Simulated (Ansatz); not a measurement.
Run report: SnSe2, band-structure calculation

System: SnSe2 (3 atoms in the cell).
Method: DFT, r2SCAN, plane waves, PAW, no spin polarisation (Ansatz 0.2.0).

The structure was built on a prototype by a generator. The geometry comes from this level: r2scan-rvv10 (a point of a series of strains).

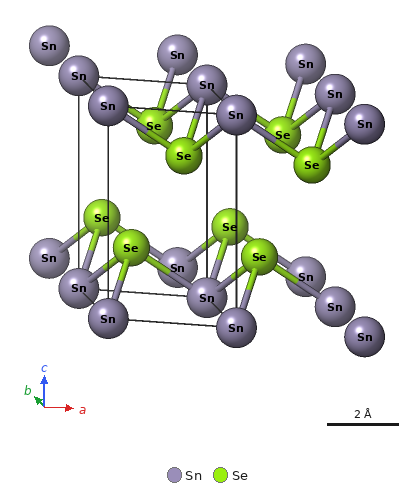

The input geometry (ball-and-stick view of the cell of the calculation, repeated 2 × 2 × 1, seen slightly off an axis). An atom can appear more than once, as a periodic image.

Input:
```yaml
crystal:
  lattice:
    - [3.8251493298, 0.0, 0.0]
    - [-1.9125746649, 3.3126764929, 0.0]
    - [0.0, 0.0, 6.2270790644]
  atoms:
    - { symbol: Sn, position: [0.0, 0.0, 0.0] }
    - { symbol: Se, position: [0.3333333333, 0.6666666667, 0.2530782229] }
    - { symbol: Se, position: [0.6666666667, 0.3333333333, 0.7469217771] }
kpoints:
  mp_grid: { grid: [12, 12, 4] }
  band_path:
    path:
      - [0.0, 0.0, 0.0]
      - [0.5, 0.0, 0.0]
      - [0.3333333333, 0.3333333333, 0.0]
      - [0.0, 0.0, 0.5]
      - [0.5, 0.0, 0.5]
      - [0.3333333333, 0.3333333333, 0.5]
      - [-0.088542, 0.171875, 0.0]
      - [0.0, 0.458333, 0.34375]
    npoints: 1
hamiltonian:
  xc: r2scan
scf:
  occupations: { method: fixed }
  n_extra_bands: 4
output:
  forces: true
  stress: true
  eigenvalues: true
  write_density: true
  write_potential: true
  elf: true
  volumetric_format: npy
```

Run as:
```bash
ansatz run input.yaml --threads 2 --pin off --max-ram 29491MiB --backend cpu --events-out ev --progress --plain --runs-dir out
```

What the program printed:
```
scf.n_extra_bands = 4 over 23 filled bands (N_el = 46.0): the run solves 27 bands
Engine: ansatz 0.2.0, x86_64-unknown-linux-gnu
Pseudopotentials: kind: paw
Pseudopotential: Sn, paw, valence charge 14, recommended cutoff 500 eV (meta_gga), Sn.paw.azcp
Pseudopotential: Se, paw, valence charge 16, recommended cutoff 500 eV (meta_gga), Se.paw.azcp
Functional definition: r2SCAN
  parameter k0 = 0.174
  parameter k1 = 0.065
  parameter a1 = 4.9479
  exchange = r2scan_x(k0 = k0, k1 = k1, a1 = a1)
  correlation = r2scan_c
Crystal: 3 atoms, lattice volume = 78.906 Å³
Basis set: ecut = 500 eV, 1985 PW (Γ), exchange–correlation on 120×120×192 points (64 copies of the dense FFT grid, shifted against one another)
Bands: 27, of which v1, the nominal top of the filled ones, is band 23 counted from 1 (22 counted from 0)
Symmetry: 12 space group operations
Space group: P-3m1 (ITA 164), of the structure as read, at distance tolerance 4.3e-5 Å
k-points: 69 of 576
Non-local potential: Sn, projectors of the file, l = 0: 2, l = 1: 2, l = 2: 2, l = 3: 2
Non-local potential: Se, projectors of the file, l = 0: 2, l = 1: 2, l = 2: 3, l = 3: 1
PAW form: soft (Blöchl's): semilocal exchange-correlation on the pseudo side does not see the compensation charge
PAW frozen core: Sn, regenerated for the run's functional (the file was generated under x = pbe(κ = 0.804, μ = 0.2195149727645171), c = pbe(β = 0.06672455060314922))
PAW frozen core: Se, regenerated for the run's functional (the file was generated under x = pbe(κ = 0.804, μ = 0.2195149727645171), c = pbe(β = 0.06672455060314922))
PAW one-centre angular grid: Sn, 590 points (default); XC on 249 of its mesh's 2787 points in the sphere
PAW one-centre angular grid: Se, 590 points (default); XC on 160 Gauss nodes
Initial density: superposition of atomic densities (neutral atoms: chi_scale 0, normalization atom), corrected by the library's trained network
Initial wavefunctions: pseudopotential atomic-orbital guess
Functional: x = r2scan, c = r2scan; τ floored in thin density (d = 2e-4 eV/Å³)
SCF iter   1: F=—  HF=-16996.146548 eV  |F-HF|=—  |Δ(HF+E_count)|=         —  Δρ=6.53e-3  dr2=5.59e-2  dr2_τ=6.93e-3  ethr=1.77e-3  ⟨swp⟩=5.0  Hψ=6839  notcnv=0  defer=130
preconditioner: auto → Resta (q_TF=auto, 2.494 Å⁻¹)  ε∞=2.7  [insulator: Δε(μ)=1.055 eV  Ē_g=16.355 eV  n_scr=22 (ndim 8)  ℏωp=21.3 eV  f_vac=0.077  ε∞_Penn≈2.7]
SCF iter   2: F=—  HF=-16996.159913 eV  |F-HF|=—  |Δ(HF+E_count)|=   1.34e-2  Δρ=3.01e-3  dr2=5.41e-3  dr2_τ=2.21e-4  ethr=1.22e-4  ⟨swp⟩=2.9  Hψ=3928  notcnv=0  defer=135
SCF iter   3: F=—  HF=-16996.160283 eV  |F-HF|=—  |Δ(HF+E_count)|=   3.70e-4  Δρ=1.16e-3  dr2=7.35e-4  dr2_τ=1.38e-5  ethr=1.18e-5  ⟨swp⟩=2.6  Hψ=3083  notcnv=0  defer=135
SCF iter   4: F=—  HF=-16996.160363 eV  |F-HF|=—  |Δ(HF+E_count)|=   7.96e-5  Δρ=2.31e-4  dr2=2.44e-5  dr2_τ=1.02e-6  ethr=1.60e-6  ⟨swp⟩=2.2  Hψ=2718  notcnv=0  defer=135
SCF iter   5: F=—  HF=-16996.160373 eV  |F-HF|=—  |Δ(HF+E_count)|=   1.05e-5  Δρ=6.98e-5  dr2=2.39e-6  dr2_τ=5.84e-8  ethr=5.30e-8  ⟨swp⟩=2.0  Hψ=3325  notcnv=0  defer=1
SCF iter   6: F=-16996.160375 eV  HF=-16996.160375 eV  |F-HF|=1.39e-8  |Δ(HF+E_count)|=   1.64e-6  Δρ=7.05e-6  dr2=4.29e-8  dr2_τ=5.95e-10  ethr=2.17e-10  ⟨swp⟩=9.6  Hψ=14796  notcnv=0
SCF 1 converged in 6 iterations: F = -16996.160375 eV  dr2 = 4.29e-8
  greatest PAW one-centre occupation: 1.000 electrons in one spin orbital (limit 2), on the Se atom at site 2 (counted from 0), in its partial waves of l = 2
```

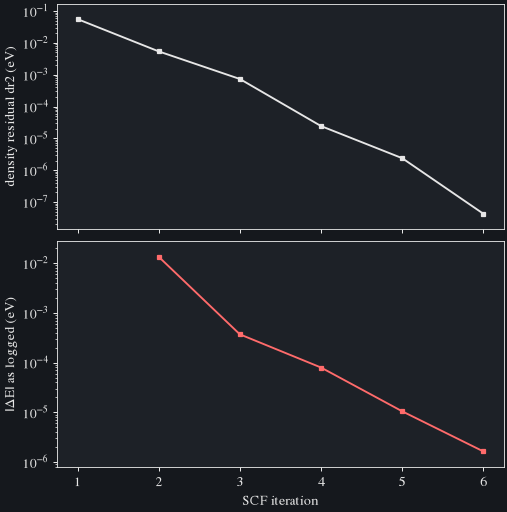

Convergence of the self-consistent field: density residual dr2 and size of the energy change against the SCF iteration. The residual falls at every step.

```
NSCF: frozen V_eff on 8 k-points
SCF converged after 6 iterations
Free energy (F): -16996.160375 eV
Harris-Foulkes:  -16996.160375 eV  (|F-HF|=1.39e-8)
Internal energy: -16996.160375 eV  (E = F + TS)
E sigma→0 (E₀):  -16996.160375 eV
Fermi energy:    7.501489 eV
--- Per-component energies (eV) ---
  E_band       = -907.840354
  E_kinetic    = 424.679081
  E_local      = -6107.462012  (includes V_loc(G=0)·N_el)
  E_nonlocal   = -1221.992743
  E_hartree    = 3126.409645
  E_xc         = -569.664357
  E_vxc        = -313.836239  (∫ρ·V_xc dr)
  E_paw        = -8014.909826  (= ΣΔE_a)
  E_vpaw       = 41.268881  (= ΣTr[D̂ρ^β])
  E_aug_tail   = -0.000420  (compensation charges beyond the density's cutoff)
  E_vtau       = 16.690854  (kinetic-family band-sum trace: ∫τ·v_τ [+ j·A + Jᵃ·Aᵃ] dr)
  E_ewald      = -4630.425523
  E_core_change = -2.794221  (= ΣΔE_core)
  E_smearing   = -0.000000  (= −TS)
  E_closure    = -0.000000  (closes the sum)
  Σ components = -16996.160375   (vs F -16996.160375, Δ=0.00e0)
--- Forces (eV/Å), atoms counted from 1 ---
  atom   1  Sn    -0.00000000     0.00000000     0.00000000
  atom   2  Se    -0.00000000     0.00000000    -0.02894617
  atom   3  Se    -0.00000000    -0.00000000     0.02894617
  max |Σ_I F_I| component: 9.25e-18 eV/Å
--- Stress (GPa, compression-positive) ---
        0.940237      -0.000000       0.000000
        0.000000       0.940237       0.000000
        0.000000       0.000000       0.907104
  P = ⅓ Tr σ = 0.9292 GPa (9.292 kbar)
--- Band table (eV; the first three rows and the last of 69) ---
  k-point 0: bands = ["-40.0165", "-40.0165", "-40.0164", "-40.0164", "-39.9904", "-39.9904", "-39.9899", "-39.9899", "-39.9787", "-39.9785", "-14.4306", "-14.4306", "-14.3867", "-14.3767", "-14.3767", "-6.7627", "-5.0731", "1.3316", "6.9163", "6.9163", "7.1949", "7.1949", "7.3899", "8.9408", "11.0806", "12.5637", "12.5637"]
  k-point 1: bands = ["-40.0164", "-40.0164", "-40.0164", "-40.0164", "-39.9904", "-39.9904", "-39.9899", "-39.9899", "-39.9787", "-39.9785", "-14.4306", "-14.4306", "-14.3866", "-14.3767", "-14.3767", "-6.6788", "-5.2406", "1.7436", "6.2843", "6.8559", "6.8559", "7.2840", "7.2840", "9.7733", "11.0705", "12.4275", "12.4275"]
  k-point 2: bands = ["-40.0164", "-40.0164", "-40.0164", "-40.0164", "-39.9902", "-39.9902", "-39.9901", "-39.9901", "-39.9786", "-39.9786", "-14.4306", "-14.4306", "-14.3866", "-14.3767", "-14.3767", "-6.5753", "-5.4230", "2.2709", "5.3829", "6.8141", "6.8141", "7.3551", "7.3551", "10.3231", "11.0179", "12.2986", "12.2986"]
  k-point 68: bands = ["-40.0161", "-40.0160", "-40.0160", "-40.0160", "-39.9903", "-39.9903", "-39.9903", "-39.9902", "-39.9782", "-39.9782", "-14.4491", "-14.4491", "-14.3766", "-14.3766", "-14.3554", "-4.6644", "-4.6644", "0.1871", "3.3724", "3.3724", "3.8201", "7.0921", "7.0921", "10.1254", "12.5463", "12.5463", "14.0333"]
```

File bands.tsv:
```
# k_distance	band_0	band_1	band_2	band_3	band_4	band_5	band_6	band_7	band_8	band_9	band_10	band_11	band_12	band_13	band_14	band_15	band_16	band_17	band_18	band_19	band_20	band_21	band_22	band_23	band_24	band_25	band_26
# fermi_ev = 7.501489
# lock_threshold_ev = 1e-6
# [0, 0, 0] at k_distance = 0.000000
# [0.5, 0, 0] at k_distance = 0.948355
# [0.3333333333, 0.3333333333, 0] at k_distance = 1.495888
# [0, 0, 0.5] at k_distance = 2.701580
# [0.5, 0, 0.5] at k_distance = 3.649935
# [0.3333333333, 0.3333333333, 0.5] at k_distance = 4.197468
# [-0.088542, 0.171875, 0] at k_distance = 5.308158
# [0, 0.458333, 0.34375] at k_distance = 6.039566
# levels_relative_to = fermi_ev
# free_energy_ev = -16996.160375
# largest_residual_norms_ev = 4.027e-4 6.302e-4 4.174e-4 4.732e-4 3.955e-4 4.403e-4 4.381e-4 3.839e-4 3.920e-4 3.430e-4 6.995e-4 8.003e-4 6.325e-4 7.481e-4 8.432e-4 4.870e-4 5.449e-4 1.769e-3 2.069e-3 2.396e-3 2.107e-3 1.017e-3 1.252e-3 1.257e-3 1.288e-3 1.455e-3 2.636e-3
0.000000	-47.517941	-47.517941	-47.517896	-47.517896	-47.491930	-47.491930	-47.491341	-47.491341	-47.480190	-47.479951	-21.932092	-21.932092	-21.888191	-21.878178	-21.878178	-14.264168	-12.574555	-6.169936	-0.585215	-0.585215	-0.306552	-0.306552	-0.111619	1.439271	3.579160	5.062216	5.062216
0.948355	-47.517939	-47.517807	-47.517270	-47.517250	-47.492032	-47.491986	-47.491617	-47.491376	-47.479769	-47.479695	-21.989625	-21.909178	-21.901028	-21.858558	-21.854059	-12.630722	-12.093683	-7.156167	-4.412027	-2.934110	-2.539829	-1.228124	-0.277666	1.405721	4.266884	5.778136	5.855835
1.495888	-47.517631	-47.517490	-47.517490	-47.517473	-47.492180	-47.491773	-47.491773	-47.491343	-47.479691	-47.479691	-21.950435	-21.950435	-21.878040	-21.878040	-21.856987	-12.178905	-12.178905	-7.384959	-3.603750	-3.603750	-3.306963	-1.551283	-1.551283	1.515904	6.876789	6.876789	7.605346
2.701580	-47.517922	-47.517922	-47.517915	-47.517915	-47.491712	-47.491712	-47.491558	-47.491558	-47.480099	-47.480041	-21.932090	-21.932090	-21.888082	-21.878188	-21.878188	-14.076745	-12.924462	-5.230617	-2.118551	-0.687347	-0.687347	-0.146355	-0.146355	2.821637	3.516397	4.797094	4.797094
3.649935	-47.517902	-47.517842	-47.517297	-47.517223	-47.491878	-47.491786	-47.491681	-47.491681	-47.479730	-47.479720	-21.989816	-21.909214	-21.901087	-21.858561	-21.853970	-12.529515	-12.178424	-7.290427	-4.867051	-2.360131	-2.005420	-0.825003	-0.673297	1.011759	4.651472	5.190900	6.323923
4.197468	-47.517569	-47.517535	-47.517490	-47.517490	-47.491829	-47.491782	-47.491782	-47.491694	-47.479684	-47.479684	-21.950558	-21.950558	-21.878056	-21.878056	-21.856908	-12.165908	-12.165908	-7.314437	-4.129101	-4.129101	-3.681387	-0.409389	-0.409389	2.623945	5.044774	5.044774	6.531844
5.308158	-47.517913	-47.517899	-47.517808	-47.517767	-47.491945	-47.491922	-47.491422	-47.491348	-47.480109	-47.479895	-21.941557	-21.925238	-21.883295	-21.882766	-21.876754	-14.042356	-12.432189	-6.122579	-2.175386	-1.820269	-0.627512	-0.448305	0.000105	2.531657	4.561798	4.673266	5.527178
6.039566	-47.517917	-47.517830	-47.517305	-47.517238	-47.491937	-47.491832	-47.491717	-47.491528	-47.479753	-47.479712	-21.988709	-21.909286	-21.900764	-21.859213	-21.854582	-12.613298	-12.146517	-7.237985	-4.681481	-2.381294	-2.221734	-0.871802	-0.581928	0.916238	4.687812	5.744631	6.401976
```

File v_z.tsv:
```
# z_ang	v_es[eV]	v_tot[eV]
# format = ansatz-planar-average/11
# xc	r2scan
# density_cutoff_ev	2000
# datasets	Sn=:simpson_from_first_knot:soft:shift=0	Se=:simpson_from_first_knot:soft:shift=0
# lattice	3.825149330	0.000000000	0.000000000
# lattice	-1.912574665	3.312676493	0.000000000
# lattice	0.000000000	0.000000000	6.227079064
# sites	3
# site	50	0.000000000	0.000000000	0.000000000
# site	34	0.000000000	2.208450995	1.575938103
# site	34	1.912574665	1.104225498	4.651140961
0.000000	6.791990e0	-6.360447e0
0.129731	6.518802e0	-6.567613e0
0.259462	5.813196e0	-7.029767e0
0.389192	4.950009e0	-7.454697e0
0.518923	4.227987e0	-7.689645e0
0.648654	3.732462e0	-7.825946e0
0.778385	3.502654e0	-7.849605e0
0.908116	3.672950e0	-7.705023e0
1.037847	4.138067e0	-7.329150e0
1.167577	4.607059e0	-6.857032e0
1.297308	4.986131e0	-6.509309e0
1.427039	5.315697e0	-6.129801e0
1.556770	5.612012e0	-5.667857e0
1.686501	5.904596e0	-5.114978e0
1.816231	6.229393e0	-4.411783e0
1.945962	6.635603e0	-3.514156e0
2.075693	7.199233e0	-2.383869e0
2.205424	8.051925e0	-9.002051e-1
2.335155	9.258335e0	1.017428e0
2.464885	1.060325e1	3.058659e0
2.594616	1.166616e1	4.778735e0
2.724347	1.230602e1	6.014703e0
2.854078	1.268507e1	6.905989e0
2.983809	1.289300e1	7.569989e0
3.113540	1.295899e1	7.850618e0
3.243270	1.289300e1	7.569989e0
3.373001	1.268507e1	6.905989e0
3.502732	1.230602e1	6.014703e0
3.632463	1.166616e1	4.778735e0
3.762194	1.060325e1	3.058659e0
3.891924	9.258335e0	1.017428e0
4.021655	8.051925e0	-9.002051e-1
4.151386	7.199233e0	-2.383869e0
4.281117	6.635603e0	-3.514156e0
4.410848	6.229393e0	-4.411783e0
4.540578	5.904596e0	-5.114978e0
4.670309	5.612012e0	-5.667857e0
4.800040	5.315697e0	-6.129801e0
4.929771	4.986131e0	-6.509309e0
5.059502	4.607059e0	-6.857032e0
5.189233	4.138067e0	-7.329150e0
5.318963	3.672950e0	-7.705023e0
5.448694	3.502654e0	-7.849605e0
5.578425	3.732462e0	-7.825946e0
5.708156	4.227987e0	-7.689645e0
5.837887	4.950009e0	-7.454697e0
5.967617	5.813196e0	-7.029767e0
6.097348	6.518802e0	-6.567613e0
```

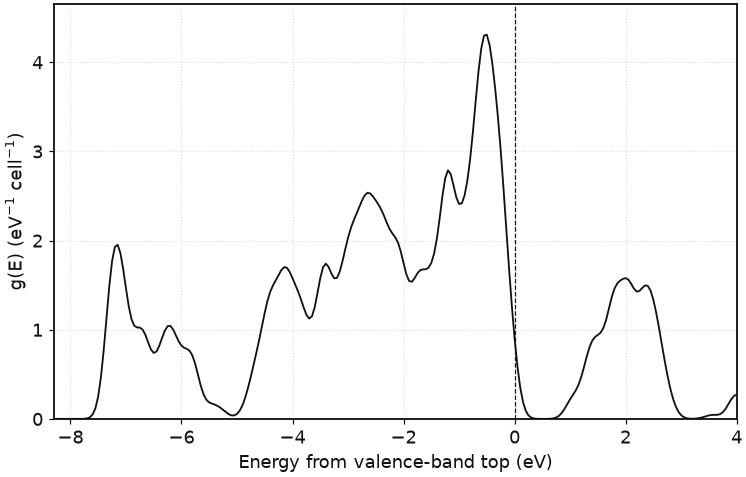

Density of states (the curve is built from the levels of the k mesh with Gaussians 0.3 eV wide, which also blur the band edges), with energies from the valence-band top. There is a gap of 1.01 eV on the k-point mesh. Small ripples come from the finite k-point mesh.

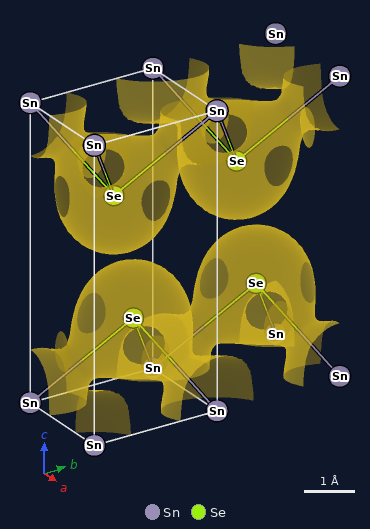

Isosurface of the valence pseudo-density at 0.3 e/Å³ (yellow), seen slightly off an axis. Sticks mark near contacts. The outline is the cell set on symmetry axes. At this value the density is joined into sheets; it holds about 85 % of the electrons treated as valence (semicore included). On the grid the lowest density along these lines, outside the cores, is 0.39 e/Å³ (Sn–Se, 2.71 Å). In a PAW calculation such maps are meaningful between the atoms, not at the nuclei.

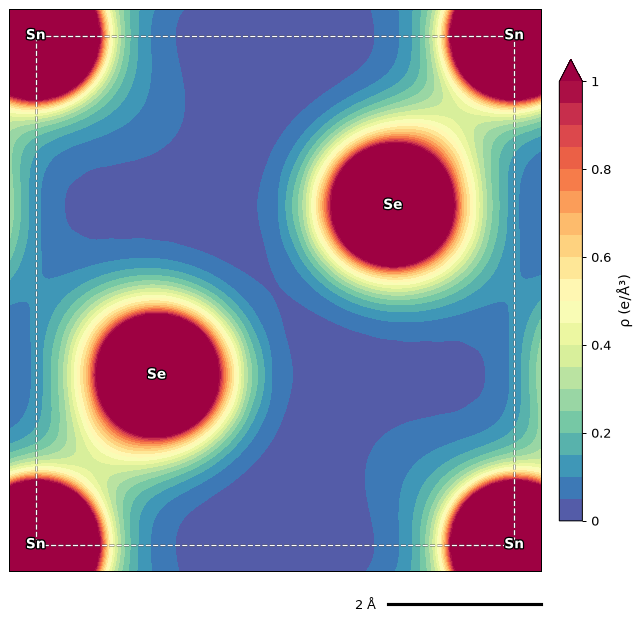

Valence electron density on the (110) plane of the conventional cell. The section cuts through Sn and Se sites. Sn–Se (2.71 Å): ρ at the midpoint is about 0.4 e/Å³. Away from the nuclei the density in this plane falls to 0.009 e/Å³ at its lowest.

Summary:

```json
{"quantity": "outcome", "value": "converged"}
{"quantity": "space group (tolerance 0.01 Å)", "value": "P-3m1 (164)"}
{"quantity": "electrons treated", "value": "46"}
{"quantity": "free energy", "value": "−16996.1604 eV"}
{"quantity": "Fermi energy", "value": "7.501 eV"}
{"quantity": "gap on the k-point mesh", "value": "1.01 eV"}
{"quantity": "pressure", "value": "0.93 GPa"}
{"quantity": "largest force (length of the vector)", "value": "0.029 eV/Å"}
{"quantity": "hardware", "value": "2 threads of AMD EPYC (Zen 3), 1656 GiB of memory available, shared host"}
{"quantity": "wall time", "value": "7.4 s (CPU time 14 s)"}
{"quantity": "peak memory", "value": "0.77 GiB"}
```
